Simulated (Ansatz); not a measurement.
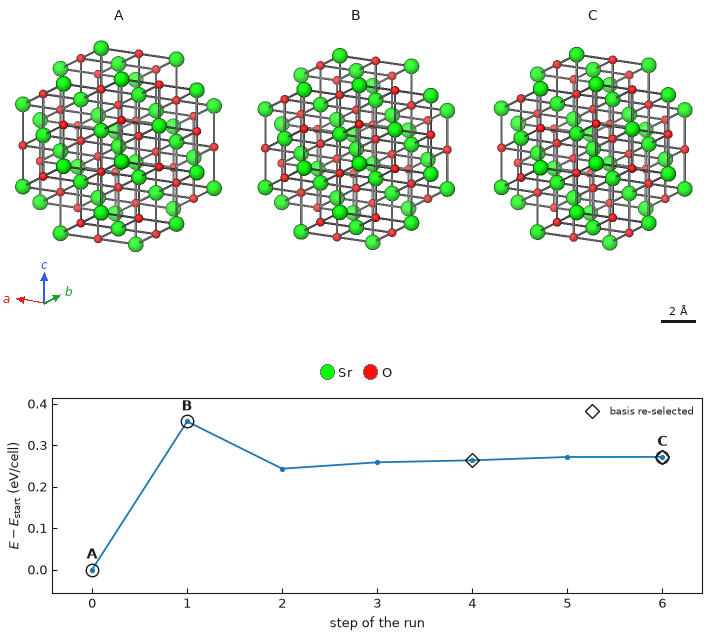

Frames of a relaxation of crystalline SrO (set up in Fm-3m), marked on the history of the run. Style: ball-and-stick. Shown: the conventional cell (4 times the calculation's cell), from a free direction. Lengths and directions refer to the drawn axes.

The run lets cell and atoms move.

Level of theory: Kohn-Sham DFT of a periodic cell, PBE, Ansatz PAW (Ansatz).

Input file:
```yaml
crystal:
  lattice:
    - [0.0, 2.5663, 2.5663]
    - [2.5663, 0.0, 2.5663]
    - [2.5663, 2.5663, 0.0]
  atoms:
    - { symbol: Sr, position: [0.5, 0.5, 0.5] }
    - { symbol: O, position: [0.0, 0.0, 0.0] }
hamiltonian:
  xc: pbe
  pseudopotentials: { kind: paw }
kpoints:
  mp_grid: { grid: [9, 9, 9] }
scf:
  occupations: { method: fermi_dirac, width: 0.05 }
output:
  forces: true
  stress: true
  eigenvalues: true
  write_density: true
  write_potential: true
  elf: true
  volumetric_format: npy
relax:
  f_tol: 0.01
  max_steps: 40
  cell: { stress_tol: 0.05, p_target: 20.0 }
```

Run as
```bash
ansatz run input.yaml --threads 2 --pin off --max-ram 5632MiB --backend cpu --events-out ev --progress --plain --runs-dir out
```

What happens along the run?

Answer. The atoms keep their places relative to the cell (all moves are under 0.005 Å). The volume changes by −12.0 %, with a = b = c 5.133 → 4.919 Å (−4.2 %). Some distances before and after: Sr–Sr 3.629 → 3.478 Å, O–Sr 2.566 → 2.460 Å. The space group stays Fm-3m (No. 225). The energy rises by 0.272 eV per cell of the calculation in 4 accepted moves (6 points after the start). With the target pressure of 20 GPa, the enthalpy E + pV changes by −0.233 eV per cell of the calculation. All forces vanish by symmetry, so only the cell relaxes. The pressure goes from 3.32 to 19.99 GPa. The SCF was repeated twice at an unchanged geometry on a basis and grid sized afresh for the cell, which shifted the energy by 4.8 meV per cell of the calculation at most. From step 0 to 1: volume −13.9 %, energy +0.357 eV per cell of the calculation. From step 1 to 6: volume +2.3 %, energy −85.5 meV per cell of the calculation.

```tsv
step	E − E(0), meV/atom	pressure, GPa	volume, Å³/atom	note
0	0.00	3.32	16.901	
1	178.60	24.31	14.548	
2	121.66	19.26	14.976	
3	129.36	19.97	14.912	
4	131.78	19.62	14.912	same geometry, new basis
5	135.76	20.00	14.879	
6	135.87	19.99	14.879	same geometry, new basis
```
